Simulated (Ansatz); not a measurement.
## Geometry relaxation, with input and output: WSe$_{2}$ (part 2 of 2)

Continued. System: WSe$_{2}$ (P6₃/mmc, 6 atoms in the cell). Method: DFT r2SCAN+D3(BJ), scalar-relativistic, plane waves, PAW, no spin polarisation (Ansatz 0.2.0); cutoff 500 eV, 9×9×2 k-mesh, Gaussian smearing of 0.02 eV. The structure derives from an entry of the Crystallography Open Database.

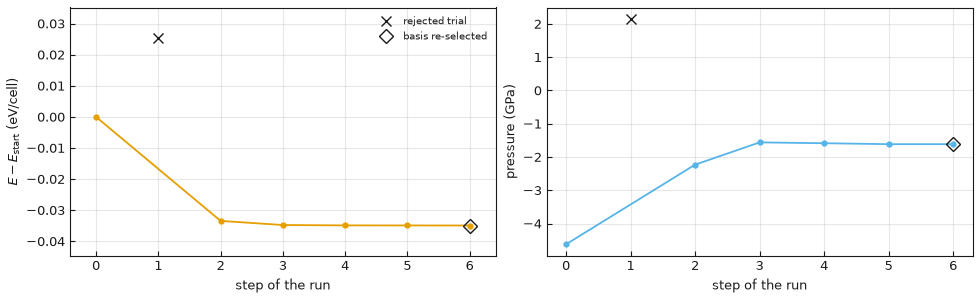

Figure 1. Progress of the relaxation, step by step (the first geometry is step 0 here and step 1 in the log).

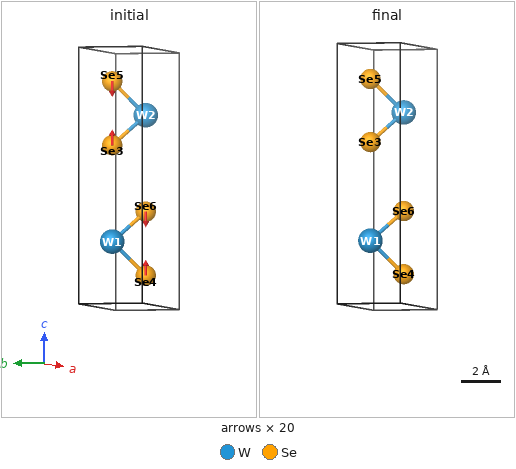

Figure 2. Before (left) and after (right) the relaxation, at one scale (ball-and-stick view of the cell of the calculation, seen at an oblique angle). The red arrows give the displacements (without the part carried along by the change of the cell), magnified 20 times. The largest moves relative to the cell, 0.041 Å, are those of Se3, Se4, Se5 and Se6. W stays in place. The drawn cell changes at constant volume: a = b 3.339 → 3.316 Å (−0.7 %), c 13.519 → 13.709 Å (+1.4 %). Among the contacts that change: W1–Se4 2.557 → 2.535 Å. The space group stays P6_3/mmc (No. 194). Over 5 geometry steps the energy falls by 34.9 meV per cell of the calculation. Largest force component: 0.47 eV/Å at the start, under 0.0001 eV/Å at the end. Pressure: −4.62 GPa at the start and −1.61 GPa at the end. The line search rejected the trial step at point 1 (counted from 0) and went back. A last SCF at the same geometry on a re-selected plane-wave basis shifts the energy by next to nothing (0.0 meV per cell of the calculation). (Atoms are counted from 1 in the order of the input.)

```
basis re-selected at this cell: Δ(F+E_penalty+E_count) = -2.182e-5 eV, ΔP = -0.000 GPa vs the last step (what re-selecting the basis moved, of the pressure what is left beyond the Pulay correction that the steps carried, after the strain that the cell walked since its last selection, with what the two solves' SCF thresholds leave and, on support functions, any second-order correction that the steps lacked; it is no measure of the basis error at this ecutwfc). This SCF's stress stands 3.06e-3 GPa from its target on what of the cell is left free (relax.cell.stress_tol is 1.00e-1 GPa) and its largest allowed force component is 5.17e-6 eV/Å (relax.f_tol is 1.00e-2 eV/Å): within both
SCF converged after 5 iterations
Free energy (F): -42712.006206 eV
Harris-Foulkes:  -42712.006206 eV  (|F-HF|=7.28e-12)
Internal energy: -42712.006206 eV  (E = F + TS)
E sigma→0 (E₀):  -42712.006206 eV
Fermi energy:    12.145257 eV
--- Per-component energies (eV) ---
  E_band       = -1879.266647
  E_kinetic    = 1379.397764
  E_local      = -12683.308263  (includes V_loc(G=0)·N_el)
  E_nonlocal   = -2376.498583
  E_hartree    = 6069.455921
  E_xc         = -892.459059
  E_vxc        = -944.412288  (∫ρ·V_xc dr)
  E_paw        = -24887.521177  (= ΣΔE_a)
  E_vpaw       = 559.048028  (= ΣTr[D̂ρ^β])
  E_aug_tail   = -0.000963  (compensation charges beyond the density's cutoff)
  E_vtau       = 47.595421  (kinetic-family band-sum trace: ∫τ·v_τ [+ j·A + Jᵃ·Aᵃ] dr)
  E_ewald      = -9311.612191
  E_disp       = -1.224677  (pairwise vdW)
  E_core_change = -8.234979  (= ΣΔE_core)
  E_smearing   = -0.000000  (= −TS)
  E_closure    = 0.000000  (closes the sum)
  Σ components = -42712.006206   (vs F -42712.006206, Δ=0.00e0)
--- Forces (eV/Å), atoms counted from 1 ---
  atom   1  W     -0.00000000     0.00000000     0.00000000
  atom   2  W      0.00000000    -0.00000000    -0.00000000
  atom   3  Se    -0.00000000     0.00000000     0.00000517
  atom   4  Se     0.00000000    -0.00000000     0.00000517
  atom   5  Se    -0.00000000     0.00000000    -0.00000517
  atom   6  Se     0.00000000    -0.00000000    -0.00000517
  max |Σ_I F_I| component: 1.01e-17 eV/Å
--- Stress (GPa, compression-positive) ---
       -1.614983       0.000000      -0.000000
        0.000000      -1.614983      -0.000000
       -0.000000      -0.000000      -1.610400
  P = ⅓ Tr σ = -1.6135 GPa (-16.135 kbar)
--- Band table (eV; the first three rows and the last of 24) ---
  k-point 0: bands = ["-64.7053", "-64.7053", "-37.1667", "-37.1667", "-37.1667", "-37.1667", "-37.1659", "-37.1659", "-37.1659", "-37.1659", "-37.1345", "-37.1345", "-37.1344", "-37.1344", "-37.1330", "-37.1330", "-37.1330", "-37.1330", "-37.1202", "-37.1201", "-37.1176", "-37.1175", "-28.3293", "-28.3293", "-28.2240", "-28.2240", "-28.2240", "-28.2240", "-4.2259", "-4.1112", "-2.9118", "-2.7098", "4.4632", "5.1407", "8.1977", "8.6651", "8.6651", "8.6730", "8.6730", "9.8249", "9.8249", "9.8488", "9.8488", "9.9498", "10.5953", "11.4366", "14.2833", "14.2833", "14.3064", "14.3064", "14.4234", "14.4234", "14.5200", "14.5200", "16.3540", "17.0039"]
  k-point 1: bands = ["-64.7053", "-64.7053", "-37.1667", "-37.1667", "-37.1667", "-37.1667", "-37.1659", "-37.1659", "-37.1659", "-37.1659", "-37.1345", "-37.1345", "-37.1345", "-37.1345", "-37.1330", "-37.1330", "-37.1330", "-37.1330", "-37.1202", "-37.1202", "-37.1175", "-37.1175", "-28.3293", "-28.3293", "-28.2240", "-28.2240", "-28.2240", "-28.2240", "-4.1723", "-4.1723", "-2.8078", "-2.8078", "4.7645", "4.7645", "8.6690", "8.6690", "8.6690", "8.6690", "8.9322", "8.9322", "9.8369", "9.8369", "9.8369", "9.8369", "11.1929", "11.1929", "14.2905", "14.2905", "14.2905", "14.2905", "14.4759", "14.4759", "14.4759", "14.4759", "16.6932", "16.6932"]
  k-point 2: bands = ["-64.7041", "-64.7041", "-37.1665", "-37.1665", "-37.1661", "-37.1661", "-37.1660", "-37.1660", "-37.1654", "-37.1654", "-37.1346", "-37.1346", "-37.1345", "-37.1345", "-37.1334", "-37.1333", "-37.1331", "-37.1330", "-37.1200", "-37.1199", "-37.1173", "-37.1172", "-28.3235", "-28.3235", "-28.2514", "-28.2514", "-28.2303", "-28.2303", "-4.0380", "-3.9241", "-2.8158", "-2.6232", "4.7006", "5.3761", "7.9644", "8.1297", "8.1469", "8.8388", "8.8525", "8.9756", "9.5203", "9.5494", "9.7635", "10.3272", "10.5947", "11.1896", "13.7892", "13.9895", "14.0970", "14.1003", "14.1828", "14.3016", "14.5780", "14.6400", "17.2476", "17.8655"]
  k-point 23: bands = ["-64.6936", "-64.6936", "-37.1650", "-37.1650", "-37.1634", "-37.1634", "-37.1633", "-37.1633", "-37.1631", "-37.1631", "-37.1366", "-37.1366", "-37.1354", "-37.1354", "-37.1343", "-37.1343", "-37.1342", "-37.1342", "-37.1179", "-37.1179", "-37.1149", "-37.1149", "-28.3981", "-28.3981", "-28.3708", "-28.3708", "-28.2734", "-28.2734", "-1.8558", "-1.8558", "-1.7006", "-1.7006", "5.6525", "5.6525", "5.7489", "5.7489", "6.7002", "6.7002", "7.1894", "7.1894", "7.8642", "7.8642", "8.7443", "8.7443", "11.2030", "11.2030", "12.8545", "12.8545", "14.2560", "14.2560", "14.8991", "14.8991", "16.2543", "16.2543", "17.8470", "17.8470"]
--- Relaxed structure (6 steps of the walk, 5 accepted, 1 SCFs on fresh bases) ---
  F+E_penalty+E_count = -42712.00620557 eV   max|allowed force component| = 5.170e-6 eV/Å   (the final SCF, on the basis selected at the relaxed cell)
  cell:  # Å, volume = 130.5663 Å³
    - [3.316211377568452, 7.18471926886847e-33, -4.335691120098075e-19]
    - [-1.658105688784226, 2.8719232972932685, 2.1678455600490536e-19]
    - [-1.7551833667374554e-18, 7.527275355288055e-33, 13.709322029531432]
  atoms:
    - { symbol: W, position: [0.33333333333333326, 0.6666666666666665, 0.24999999999999997] }
    - { symbol: W, position: [0.6666666666666665, 0.33333333333333326, 0.7499999999999999] }
    - { symbol: Se, position: [0.33333333333333326, 0.6666666666666665, 0.6287946131087087] }
    - { symbol: Se, position: [0.6666666666666665, 0.33333333333333326, 0.12879461310870868] }
    - { symbol: Se, position: [0.33333333333333326, 0.6666666666666665, 0.871205386891291] }
    - { symbol: Se, position: [0.6666666666666665, 0.33333333333333326, 0.37120538689129123] }
```

**Trajectory as extended XYZ (Å, eV, eV/Å), 7 frames, from step=1 to step=7**
```
6
Lattice="3.3395 0.0000 0.0000 -1.6697 2.8921 0.0000 0.0000 0.0000 13.5189" Properties=species:S:1:pos:R:3:forces:R:3 step=1 energy=-42711.97129 pressure_GPa=-4.62
W     0.0000    1.9280    3.3797    0.0000   0.0000   0.0000
W     1.6697    0.9640   10.1392    0.0000   0.0000   0.0000
Se    0.0000    1.9280    8.4600    0.0000   0.0000   0.4677
Se    1.6697    0.9640    1.7005    0.0000   0.0000   0.4677
Se    0.0000    1.9280   11.8184    0.0000   0.0000  -0.4677
Se    1.6697    0.9640    5.0589    0.0000   0.0000  -0.4677
6
Lattice="3.3085 0.0000 0.0000 -1.6542 2.8652 0.0000 0.0000 0.0000 13.7735" Properties=species:S:1:pos:R:3:forces:R:3 step=2 energy=-42711.94577 pressure_GPa=2.16 accepted=F
W     0.0000    1.9101    3.4434    0.0000   0.0000   0.0000
W     1.6542    0.9551   10.3301    0.0000   0.0000   0.0000
Se    0.0000    1.9101    8.7051    0.0000   0.0000  -0.7629
Se    1.6542    0.9551    1.8184    0.0000   0.0000  -0.7629
Se    0.0000    1.9101   11.9552    0.0000   0.0000   0.7629
Se    1.6542    0.9551    5.0684    0.0000   0.0000   0.7629
6
Lattice="3.3228 0.0000 0.0000 -1.6614 2.8776 0.0000 0.0000 0.0000 13.6553" Properties=species:S:1:pos:R:3:forces:R:3 step=3 energy=-42712.00472 pressure_GPa=-2.23
W     0.0000    1.9184    3.4138    0.0000   0.0000   0.0000
W     1.6614    0.9592   10.2415    0.0000   0.0000   0.0000
Se    0.0000    1.9184    8.5780    0.0000   0.0000   0.0779
Se    1.6614    0.9592    1.7504    0.0000   0.0000   0.0779
Se    0.0000    1.9184   11.9049    0.0000   0.0000  -0.0779
Se    1.6614    0.9592    5.0773    0.0000   0.0000  -0.0779
6
Lattice="3.3136 0.0000 0.0000 -1.6568 2.8697 0.0000 0.0000 0.0000 13.7306" Properties=species:S:1:pos:R:3:forces:R:3 step=4 energy=-42712.00605 pressure_GPa=-1.56
W     0.0000    1.9131    3.4326    0.0000   0.0000   0.0000
W     1.6568    0.9566   10.2979    0.0000   0.0000   0.0000
Se    0.0000    1.9131    8.6347    0.0000   0.0000   0.0114
Se    1.6568    0.9566    1.7694    0.0000   0.0000   0.0114
Se    0.0000    1.9131   11.9612    0.0000   0.0000  -0.0114
Se    1.6568    0.9566    5.0959    0.0000   0.0000  -0.0114
6
Lattice="3.3166 0.0000 0.0000 -1.6583 2.8723 0.0000 0.0000 0.0000 13.7059" Properties=species:S:1:pos:R:3:forces:R:3 step=5 energy=-42712.00617 pressure_GPa=-1.58
W     0.0000    1.9149    3.4265    0.0000   0.0000   0.0000
W     1.6583    0.9574   10.2794    0.0000   0.0000   0.0000
Se    0.0000    1.9149    8.6185    0.0000   0.0000  -0.0101
Se    1.6583    0.9574    1.7655    0.0000   0.0000  -0.0101
Se    0.0000    1.9149   11.9404    0.0000   0.0000   0.0101
Se    1.6583    0.9574    5.0874    0.0000   0.0000   0.0101
6
Lattice="3.3162 0.0000 0.0000 -1.6581 2.8719 0.0000 0.0000 0.0000 13.7093" Properties=species:S:1:pos:R:3:forces:R:3 step=6 energy=-42712.00618 pressure_GPa=-1.61
W     0.0000    1.9146    3.4273    0.0000   0.0000   0.0000
W     1.6581    0.9573   10.2820    0.0000   0.0000   0.0000
Se    0.0000    1.9146    8.6203    0.0000   0.0000   0.0000
Se    1.6581    0.9573    1.7657    0.0000   0.0000   0.0000
Se    0.0000    1.9146   11.9436    0.0000   0.0000   0.0000
Se    1.6581    0.9573    5.0890    0.0000   0.0000   0.0000
6
Lattice="3.3162 0.0000 0.0000 -1.6581 2.8719 0.0000 0.0000 0.0000 13.7093" Properties=species:S:1:pos:R:3:forces:R:3 step=7 energy=-42712.00621 pressure_GPa=-1.61
W     0.0000    1.9146    3.4273    0.0000   0.0000   0.0000
W     1.6581    0.9573   10.2820    0.0000   0.0000   0.0000
Se    0.0000    1.9146    8.6203    0.0000   0.0000   0.0000
Se    1.6581    0.9573    1.7657    0.0000   0.0000   0.0000
Se    0.0000    1.9146   11.9436    0.0000   0.0000   0.0000
Se    1.6581    0.9573    5.0890    0.0000   0.0000   0.0000
```

This output came from the following input.

**Input file**
```yaml
crystal:
  lattice:
    - [3.3394792, 0.0, 0.0]
    - [-1.6697396, 2.8920738226, 0.0]
    - [0.0, 0.0, 13.5189481516]
  atoms:
    - { symbol: W, position: [0.3333333333, 0.6666666667, 0.25] }
    - { symbol: W, position: [0.6666666667, 0.3333333333, 0.75] }
    - { symbol: Se, position: [0.3333333333, 0.6666666667, 0.6257884455] }
    - { symbol: Se, position: [0.6666666667, 0.3333333333, 0.1257884455] }
    - { symbol: Se, position: [0.3333333333, 0.6666666667, 0.8742115545] }
    - { symbol: Se, position: [0.6666666667, 0.3333333333, 0.3742115545] }
basis:
  ecutwfc: 500
kpoints:
  mp_grid: { grid: [9, 9, 2] }
hamiltonian:
  xc: r2scan
  dispersion: d3bj
scf:
  occupations: { method: gaussian, width: 0.02 }
output:
  forces: true
  stress: true
  eigenvalues: true
relax:
  adjacent_minimum: "off"
  f_tol: 0.01
  max_steps: 30
  cell: { stress_tol: 0.1, fix: [volume] }
```

Launched with:
```bash
ansatz run input.yaml --threads 4 --pin off --max-ram 10240MiB --backend cpu --events-out ev --progress --plain --runs-dir out
```

**Results in brief**

| quantity | value |
| --- | --- |
| outcome | converged |
| space group (tolerance 0.01 Å) | P6₃/mmc (194) |
| electrons treated | 92 |
| free energy | −42712.0062 eV |
| Fermi energy | 12.145 eV |
| gap on the k-point mesh | 1.42 eV |
| pressure | −1.61 GPa |
| final volume | 130.57 Å³ |
| largest force (length of the vector) at the end | under 0.001 eV/Å |
| final cell | a = 3.316 Å, b = 3.316 Å, c = 13.709 Å, α = 90.00°, β = 90.00°, γ = 120.00° |
| hardware | 4 threads of Intel Xeon @ 2.50GHz (Skylake/Cascade Lake), 32 GiB of memory available, shared host |
| wall time | 33 s (CPU time 2.1 min) |
| peak memory | 0.89 GiB |

**Notes**

Notes on the run: the dispersion correction has no parameters fitted for this combination and takes those fitted for r2SCAN with other terms. Spin–orbit coupling is left out, which matters for W.
